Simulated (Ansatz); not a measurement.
## Band-structure calculation of HfO$_{2}$ (part 1 of 2)

HfO$_{2}$ (P2₁/c, 12 atoms in the cell), computed with DFT, r2SCAN+rVV10, plane waves, PAW, no spin polarisation (Ansatz 0.2.0).

The structure derives from a Materials Project entry. The geometry comes from this level: r2scan-rvv10. Figures and captions count atoms from 1; the log counts them from 0 in places.

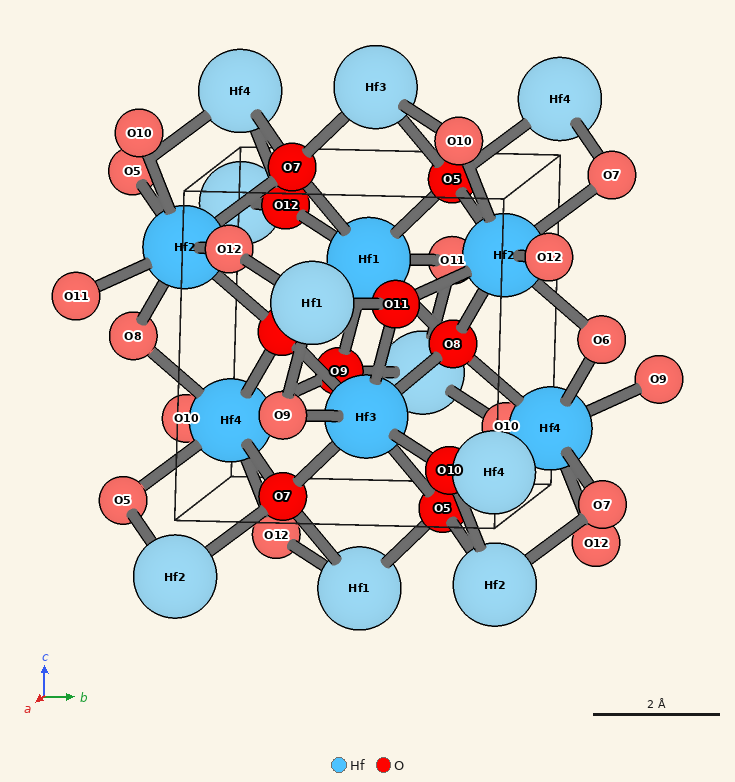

Fig. 1: The structure (ball-and-stick view of the cell of the calculation, seen slightly off an axis; neighbours outside the cell are drawn fainter; atoms are numbered from 1 in the order of the input). An atom can appear more than once, as a periodic image.

## Input
```yaml
crystal:
  lattice:
    - [5.0904417891, 0.0, 0.013796196]
    - [0.0, 5.1842136114, 0.0]
    - [-0.8614602487, 0.0, 5.1892360381]
  atoms:
    - { symbol: Hf, position: [0.2767422096, 0.4585542248, 0.708267898] }
    - { symbol: Hf, position: [0.7232577904, 0.9585542248, 0.791732102] }
    - { symbol: Hf, position: [0.7232577904, 0.5414457752, 0.291732102] }
    - { symbol: Hf, position: [0.2767422096, 0.0414457752, 0.208267898] }
    - { symbol: O, position: [0.4465134813, 0.7414219061, 0.9805246096] }
    - { symbol: O, position: [0.5534865187, 0.2414219061, 0.5194753904] }
    - { symbol: O, position: [0.5534865187, 0.2585780939, 0.0194753904] }
    - { symbol: O, position: [0.4465134813, 0.7585780939, 0.4805246096] }
    - { symbol: O, position: [0.0738874877, 0.3412588207, 0.3374468494] }
    - { symbol: O, position: [0.9261125123, 0.8412588207, 0.1625531506] }
    - { symbol: O, position: [0.9261125123, 0.6587411793, 0.6625531506] }
    - { symbol: O, position: [0.0738874877, 0.1587411793, 0.8374468494] }
kpoints:
  mp_grid: { grid: [6, 6, 6] }
  band_path:
    path:
      - [0.0, 0.0, 0.0]
      - [0.0, 0.5, 0.0]
      - [0.0, 0.5, 0.5]
      - [0.0, 0.0, 0.5]
      - [-0.5, 0.0, 0.5]
      - [-0.5, 0.5, 0.5]
      - [-0.5, 0.5, 0.0]
      - [-0.5, 0.0, 0.0]
    npoints: 1
hamiltonian:
  xc: r2scan
  dispersion: rvv10
scf:
  occupations: { method: fermi_dirac, width: 0.03 }
  n_extra_bands: 7
output:
  forces: true
  stress: true
  eigenvalues: true
  write_density: true
  write_potential: true
  elf: true
  volumetric_format: npy
```

Machine: 4 threads of Arm Neoverse V1, 24 GiB of memory available, shared host.

Run as:
```bash
ansatz run input.yaml --threads 4 --pin off --max-ram 4608MiB --backend cpu --events-out ev --progress --plain --runs-dir out
```

## The program's output
```
scf.n_extra_bands = 7 over 76 filled bands (N_el = 152.0): the run solves 83 bands
Engine: ansatz 0.2.0, aarch64-unknown-linux-gnu
Pseudopotentials: kind: paw
Pseudopotential: Hf, paw, valence charge 26, recommended cutoff 500 eV (meta_gga), Hf.paw.azcp
Pseudopotential: O, paw, valence charge 6, recommended cutoff 500 eV (meta_gga), O.paw.azcp
Functional definition: r2SCAN+rVV10
  parameter k0 = 0.174
  parameter k1 = 0.065
  parameter a1 = 4.9479
  exchange = r2scan_x(k0 = k0, k1 = k1, a1 = a1)
  correlation = r2scan_c + rvv10(11.95, 0.0093)
Crystal: 12 atoms, lattice volume = 137.005 Å³
Basis set: ecut = 500 eV, 3501 PW (Γ), exchange–correlation on 180×180×180 points (64 copies of the dense FFT grid, shifted against one another)
Bands: 83, of which v1, the nominal top of the filled ones, is band 76 counted from 1 (75 counted from 0)
Symmetry: 4 space group operations
Space group: P21/c (ITA 14), of the structure as read, at distance tolerance 5.2e-5 Å
k-points: 80 of 216
Non-local potential: Hf, projectors of the file, l = 0: 3, l = 1: 2, l = 2: 2, l = 3: 3
Non-local potential: O, projectors of the file, l = 0: 2, l = 1: 2, l = 2: 1
PAW form: soft (Blöchl's): semilocal exchange-correlation on the pseudo side does not see the compensation charge
rVV10 density: all electrons in the spheres
PAW frozen core: Hf, regenerated for the run's functional (the file was generated under x = pbe(κ = 0.804, μ = 0.2195149727645171), c = pbe(β = 0.06672455060314922))
PAW frozen core: O, regenerated for the run's functional (the file was generated under x = pbe(κ = 0.804, μ = 0.2195149727645171), c = pbe(β = 0.06672455060314922))
PAW one-centre angular grid: Hf, 974 points (default); XC on 160 Gauss nodes
PAW one-centre angular grid: O, 302 points (default); XC on 160 Gauss nodes
Initial density: superposition of atomic densities (neutral atoms: chi_scale 0, normalization atom), corrected by the library's trained network
Initial wavefunctions: pseudopotential atomic-orbital guess
Functional: x = r2scan, c = r2scan + rvv10(b = 11.95, C = 0.0093); τ floored in thin density (d = 2e-4 eV/Å³)
SCF iter   1: F=—  HF=-67492.315216 eV  |F-HF|=—  |Δ(HF+E_count)|=         —  Δρ=9.14e-3  dr2=7.52e-2  dr2_τ=7.87e-1  ethr=1.77e-3  ⟨swp⟩=6.0  Hψ=22022  notcnv=0
preconditioner: auto → Resta (q_TF=auto, 2.776 Å⁻¹)  ε∞=5.5  [insulator: Δε(μ)=4.724 eV  Ē_g=17.960 eV  σ=0.030 eV  W_gap=1.00  n_scr=48 (ndim 8)  ℏωp=38.1 eV  f_vac=0.073  D(μ)=0.00/eV (n_scr^D=0)  ε∞_Penn≈5.5]
SCF iter   2: F=—  HF=-67492.532825 eV  |F-HF|=—  |Δ(HF+E_count)|=   2.18e-1  Δρ=5.37e-3  dr2=3.20e-2  dr2_τ=3.97e-3  ethr=4.95e-5  ⟨swp⟩=2.0  Hψ=14641  notcnv=0  defer=162
SCF iter   3: F=—  HF=-67492.528500 eV  |F-HF|=—  |Δ(HF+E_count)|=   4.33e-3  Δρ=3.39e-3  dr2=7.51e-3  dr2_τ=1.53e-3  ethr=2.10e-5  ⟨swp⟩=2.0  Hψ=11036  notcnv=0  defer=162
SCF iter   4: F=—  HF=-67492.528482 eV  |F-HF|=—  |Δ(HF+E_count)|=   1.80e-5  Δρ=9.58e-4  dr2=1.10e-3  dr2_τ=1.33e-4  ethr=4.94e-6  ⟨swp⟩=2.0  Hψ=12554  notcnv=0  defer=162
SCF iter   5: F=—  HF=-67492.528474 eV  |F-HF|=—  |Δ(HF+E_count)|=   8.14e-6  Δρ=1.96e-4  dr2=4.27e-5  dr2_τ=5.94e-6  ethr=7.22e-7  ⟨swp⟩=2.0  Hψ=11097  notcnv=0  defer=162
SCF iter   6: F=—  HF=-67492.528329 eV  |F-HF|=—  |Δ(HF+E_count)|=   1.45e-4  Δρ=9.67e-5  dr2=1.37e-5  dr2_τ=1.58e-6  ethr=2.81e-8  ⟨swp⟩=2.0  Hψ=12161  notcnv=0  defer=162
SCF iter   7: F=—  HF=-67492.528327 eV  |F-HF|=—  |Δ(HF+E_count)|=   1.88e-6  Δρ=3.11e-5  dr2=1.21e-6  dr2_τ=1.04e-7  ethr=9.02e-9  ⟨swp⟩=2.0  Hψ=11009  notcnv=0  defer=162
SCF iter   8: F=—  HF=-67492.528327 eV  |F-HF|=—  |Δ(HF+E_count)|=   2.86e-8  Δρ=1.92e-5  dr2=5.18e-7  dr2_τ=3.57e-8  ethr=7.98e-10  ⟨swp⟩=2.0  Hψ=12558  notcnv=0  defer=162
SCF iter   9: F=-67492.528327 eV  HF=-67492.528327 eV  |F-HF|=1.26e-8  |Δ(HF+E_count)|=   1.00e-7  Δρ=3.66e-6  dr2=1.98e-8  dr2_τ=9.06e-10  ethr=6.58e-11  ⟨swp⟩=10.8  Hψ=50926  notcnv=0
SCF 1 converged in 9 iterations: F = -67492.528327 eV  dr2 = 1.98e-8
  greatest PAW one-centre occupation: 0.999 electrons in one spin orbital (limit 2), on the Hf atom at site 2 (counted from 0), in its partial waves of l = 3
NSCF: frozen V_eff on 8 k-points
SCF converged after 9 iterations
Free energy (F): -67492.528327 eV
Harris-Foulkes:  -67492.528327 eV  (|F-HF|=1.26e-8)
Internal energy: -67492.528327 eV  (E = F + TS)
E sigma→0 (E₀):  -67492.528327 eV
Fermi energy:    16.229170 eV
--- Per-component energies (eV) ---
  E_band       = -72.805807
  E_kinetic    = 3100.567401
  E_local      = -24454.729662  (includes V_loc(G=0)·N_el)
  E_nonlocal   = -4608.698778
  E_hartree    = 11201.190414
  E_xc         = -1711.047864
  E_vxc        = -2018.477078  (∫ρ·V_xc dr)
  E_paw        = -29087.947825  (= ΣΔE_a)
  E_vpaw       = 5395.304517  (= ΣTr[D̂ρ^β])
  E_aug_tail   = 0.006182  (compensation charges beyond the density's cutoff)
  E_vtau       = 110.835238  (kinetic-family band-sum trace: ∫τ·v_τ [+ j·A + Jᵃ·Aᵃ] dr)
  E_ewald      = -21932.898756
  E_core_change = 1.030560  (= ΣΔE_core)
  E_smearing   = -0.000000  (= −TS)
  E_closure    = 0.000000  (closes the sum)
  Σ components = -67492.528327   (vs F -67492.528327, Δ=0.00e0)
--- Forces (eV/Å), atoms counted from 1 ---
  atom   1  Hf    -0.00017065     0.00015842    -0.00018620
  atom   2  Hf     0.00017065     0.00015842     0.00018620
  atom   3  Hf     0.00017065    -0.00015842     0.00018620
  atom   4  Hf    -0.00017065    -0.00015842    -0.00018620
  atom   5  O      0.00016529     0.00018916     0.00017683
  atom   6  O     -0.00016529     0.00018916    -0.00017683
  atom   7  O     -0.00016529    -0.00018916    -0.00017683
  atom   8  O      0.00016529    -0.00018916     0.00017683
  atom   9  O      0.00014879     0.00040788     0.00052144
  atom  10  O     -0.00014879     0.00040788    -0.00052144
  atom  11  O     -0.00014879    -0.00040788    -0.00052144
  atom  12  O      0.00014879    -0.00040788     0.00052144
  max |Σ_I F_I| component: 4.34e-19 eV/Å
--- Stress (GPa, compression-positive) ---
       -0.000301       0.000000      -0.000995
        0.000000      -0.002082       0.000000
       -0.001000       0.000000      -0.003432
  P = ⅓ Tr σ = -0.0019 GPa (-0.019 kbar)
--- Band table (eV; the first three rows and the last of 80) ---
  k-point 0: bands = ["-47.9238", "-47.9020", "-47.8983", "-47.8977", "-16.3869", "-16.3525", "-16.3315", "-16.1137", "-16.0447", "-15.9980", "-15.9744", "-15.9325", "-15.9002", "-15.8967", "-15.8388", "-15.7876", "-5.2112", "-3.9105", "-3.7299", "-3.7118", "-3.1914", "-3.1620", "-3.0133", "-2.9181", "3.7038", "3.7159", "3.7183", "3.7185", "3.7257", "3.7278", "3.7387", "3.7394", "3.7417", "3.7439", "3.7462", "3.7494", "3.7499", "3.7503", "3.7572", "3.7582", "3.7639", "3.7655", "3.7685", "3.7703", "3.7721", "3.7815", "3.7825", "3.7918", "3.7958", "3.8136", "3.8207", "3.8458", "8.3942", "8.4562", "9.0285", "9.2001", "9.2701", "9.6593", "10.4676", "10.7112", "10.8422", "11.0595", "11.1201", "11.3549", "11.8228", "11.9582", "12.0271", "12.0306", "12.2237", "12.7674", "12.7955", "12.8890", "13.3246", "13.4571", "13.7328", "13.9160", "18.8939", "19.6502", "19.7041", "20.0181", "20.1909", "20.4477", "20.8789"]
  k-point 1: bands = ["-47.9222", "-47.9030", "-47.8984", "-47.8981", "-16.3678", "-16.3224", "-16.3158", "-16.1345", "-16.0654", "-15.9884", "-15.9728", "-15.9469", "-15.9024", "-15.8904", "-15.8436", "-15.8167", "-5.1003", "-3.8822", "-3.7532", "-3.7207", "-3.2566", "-3.1578", "-3.0621", "-2.9308", "3.7030", "3.7136", "3.7161", "3.7208", "3.7234", "3.7287", "3.7397", "3.7412", "3.7422", "3.7453", "3.7453", "3.7466", "3.7487", "3.7540", "3.7554", "3.7597", "3.7638", "3.7645", "3.7670", "3.7709", "3.7733", "3.7759", "3.7884", "3.7905", "3.7986", "3.8130", "3.8192", "3.8401", "8.4597", "8.6020", "9.2249", "9.2360", "9.3931", "9.7134", "10.3437", "10.6513", "10.7348", "10.9330", "11.2402", "11.4073", "11.6096", "11.8594", "12.0724", "12.1562", "12.2491", "12.5787", "12.6725", "13.0002", "13.1228", "13.4136", "13.6367", "13.8441", "18.9503", "19.5058", "19.6362", "20.1194", "20.3140", "20.4482", "20.9836"]
```
